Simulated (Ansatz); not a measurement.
**Geometry relaxation, with input and output: CH6Si14 (part 5 of 5)**

Continued. System: CH6Si14 (slab, 42 atoms in the cell). Method: DFT PBE+D3(BJ), scalar-relativistic, plane waves, PAW, no spin polarisation (Ansatz 0.2.0); cutoff 420 eV, 4×4×1 k-mesh, Gaussian smearing of 0.05 eV. The structure derives from an entry of the Crystallography Open Database. The input holds or restrains some coordinates. Forces given for the steps count only the free coordinates.

Trajectory as extended XYZ, continued
```
42
Lattice="7.6672 0.0000 0.0000 0.0000 7.6672 0.0000 0.0000 0.0000 28.3426" Properties=species:S:1:pos:R:3:forces:R:3 step=26 energy=-18496.64246
H     3.8336    2.6170    8.5000   -0.0005   0.4629  -0.0818
H     3.8336    5.0502    8.5000   -0.0067  -0.4618  -0.0810
H     3.8336    6.4506    8.5000    0.0003   0.4620  -0.0806
H     3.8336    1.2166    8.5000    0.0018  -0.4621  -0.0808
H     0.0000    5.0502    8.5000   -0.0032  -0.4709  -0.0925
H     0.0000    2.6170    8.5000    0.0061   0.4694  -0.0917
H     0.0000    1.2166    8.5000    0.0054  -0.4705  -0.0939
H     0.0000    6.4506    8.5000   -0.0067   0.4695  -0.0904
Si    3.8336    3.8336    9.3603    0.0090  -0.0041   0.2555
Si    3.8336    0.0000    9.3603   -0.0025   0.0010   0.2551
Si    0.0000    3.8336    9.3603   -0.0038   0.0060   0.2089
Si    0.0000    0.0000    9.3603    0.0034   0.0045   0.2083
Si    5.7504    3.8336   10.7157    0.1336  -0.0002  -0.0719
Si    5.7504    0.0000   10.7157    0.1498  -0.0109  -0.0661
Si    1.9168    3.8336   10.7157   -0.1530  -0.0014  -0.0690
Si    1.9168    0.0000   10.7157   -0.1503   0.0030  -0.0750
Si    5.7504    5.7504   12.0711    0.4514  -0.0064  -0.0420
Si    5.7504    1.9168   12.0711    0.3119   0.0311   0.0251
Si    1.9168    5.7504   12.0711   -0.3393   0.0063  -0.0031
Si    1.9168    1.9168   12.0711   -0.4086  -0.0268   0.0717
Si    0.0048    5.7462   13.4951    0.0004   0.0003  -0.0006
Si   -0.0116    1.9126   13.5006    0.0009  -0.0002  -0.0002
Si    3.8404    5.7634   13.3559   -0.0001  -0.0001   0.0004
Si    3.8308    1.9238   13.3675   -0.0011   0.0008  -0.0016
Si   -0.0316   -0.0103   14.9091    0.0001  -0.0001  -0.0004
Si   -0.0037    3.8335   14.9119    0.0001   0.0003  -0.0002
Si    3.8074    0.0066   14.6732    0.0000  -0.0008  -0.0036
Si    3.8353    3.8501   14.6640   -0.0024   0.0011  -0.0018
Si    1.9958    0.0920   16.1456   -0.0018  -0.0019  -0.0008
Si    2.0344    3.7322   16.1524    0.0004  -0.0008  -0.0027
Si    5.6261   -0.1641   16.2018    0.0011  -0.0017   0.0026
Si    5.6450    3.9293   16.1795    0.0008   0.0004   0.0002
Si    2.5130    1.9109   17.6036    0.0006   0.0006  -0.0011
Si    2.7304    5.7812   17.1992    0.0068   0.0002   0.0014
Si    4.7680    1.8868   16.9136    0.0004   0.0014   0.0016
Si    5.1437    5.6998   17.7193   -0.0010  -0.0002  -0.0006
C     2.2161   -1.5443   19.2984   -0.0170  -0.0055  -0.0138
C     1.2291   -2.3640   18.7706    0.0146   0.0062   0.0072
H     3.0251   -1.9619   19.8957    0.0049  -0.0035   0.0037
H     2.1112   -0.4549   19.2967    0.0010   0.0066   0.0035
H     1.2445   -3.4416   18.9473   -0.0023  -0.0057   0.0031
H     0.3135   -1.9485   18.3405   -0.0044   0.0022  -0.0007
```

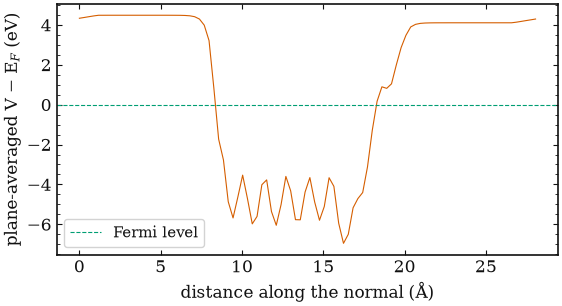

Figure 1. Plane average of the electrostatic potential energy of an electron across the cell, from the Fermi level. The vacuum level lies 4.11 eV above the Fermi level on the upper side and 4.48 eV on the lower.

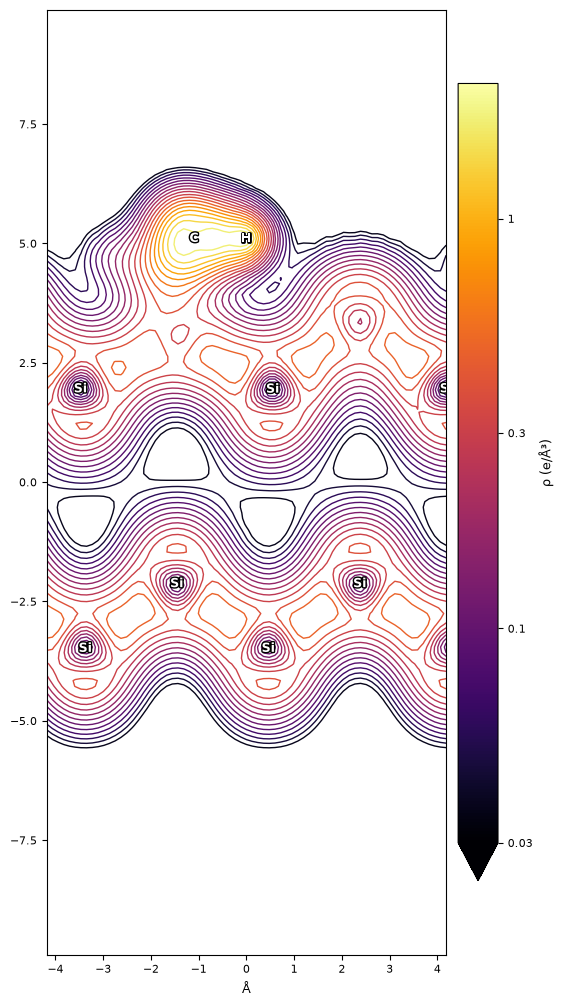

Figure 2. Valence electron density on the (100) plane of the calculation cell, a cut from vacuum to vacuum. The section cuts through Si, C and H sites. C–H (1.09 Å): the density is about 2 e/Å³ at the midpoint. Si–Si (2.35 Å): ρ at the midpoint is about 0.57 e/Å³, a local maximum along the line. The density dies away to nearly zero in the vacuum. The fields are those of the smooth PAW valence density.

Key numbers

```csv
quantity,value
outcome,converged under the restraints of the input
electrons treated,132
free energy,−18496.6425 eV
"work function, top face",4.11 eV
"work function, bottom face",4.48 eV
Fermi energy,−0.506 eV
gap on the k-point mesh,0.69 eV
final volume,1666.14 Å³
work function (upper face),4.11 eV
"largest force (length of the vector) at the end, held atoms and coordinates included",0.480 eV/Å
wall time,29 min (CPU time 3.8 h)
peak memory,5.8 GiB
```

Notes on the run: the exchange-correlation potential is rough where the density is thin.
